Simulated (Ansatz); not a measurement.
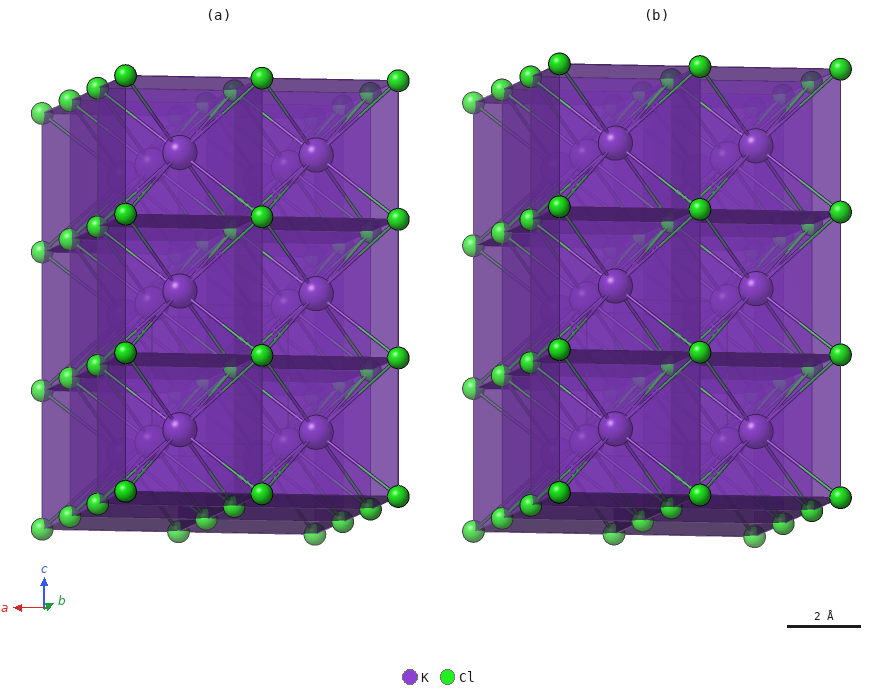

Left: a symmetric starting cell of KCl. Right: the same structure after one change, at the same scale. The picture is a polyhedral view of the cell of the calculation, repeated 1 × 2 × 2 with one cell outlined, seen from a free direction.

Theory: DFT PBE, scalar-relativistic, plane waves, PAW (Ansatz 0.2.0). (plane-wave cutoff 420 eV; k-point mesh 6 × 6 × 6; occupations gaussian; smearing width 0.02 eV; no spin polarisation)

Q: What was changed?

A: All lengths are scaled by +3.1 % (volume +9.5 %), the atoms keeping their fractional coordinates. No relaxation follows. The starting cell wasn't computed here and needn't be at equilibrium, so pressure and forces aren't due to the change alone.

Q: And its effect?

A: Near-neighbour distances before and after: Cl–K 3.325 → 3.427 Å. The space group stays Pm-3m (No. 221). The pressure is −1.4 GPa (not all of it need come from the change, since the unchanged cell can be under pressure at this level too). All forces vanish by symmetry.
